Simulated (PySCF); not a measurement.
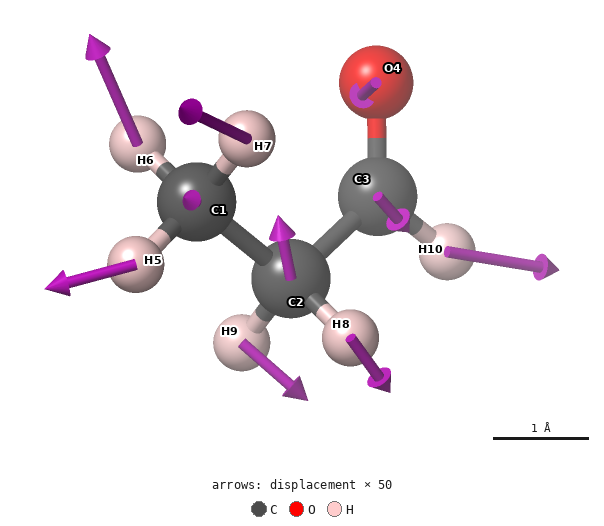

This is a relaxation of C₃H₆O. The starting structure is drawn; purple arrows show the displacements, 50 times their true length. The two geometries are superimposed by the best rigid fit.

The picture is a ball-and-stick view, seen from a free direction.

The start comes from GFN2-xTB.

Level of theory: PBE0-D3(BJ)/def2-SVP geometry optimisation, gas phase in PySCF. 

Q: Which element moves most?

A: Hydrogen: up to 0.032 Å, against 0.017 Å for oxygen.

Q: What did the optimiser do to the structure, and how much energy did it gain?

A: The energy falls by 2.70 kJ/mol in 4 geometry steps. The largest force component goes from 0.93 to 0.0046 eV/Å. The atom that moves furthest after the best rigid fit is H7 (0.032 Å). Largest moves by element: H 0.032 Å, O 0.017 Å, C 0.015 Å. Among the contacts that change: C3–H10 1.110 → 1.123 Å, C1–H5 1.087 → 1.099 Å, C2–H8 1.094 → 1.106 Å, C1–C2 1.522 → 1.515 Å. Bond angles that change, for instance: H8–C2–H9 106.8° → 104.2°.
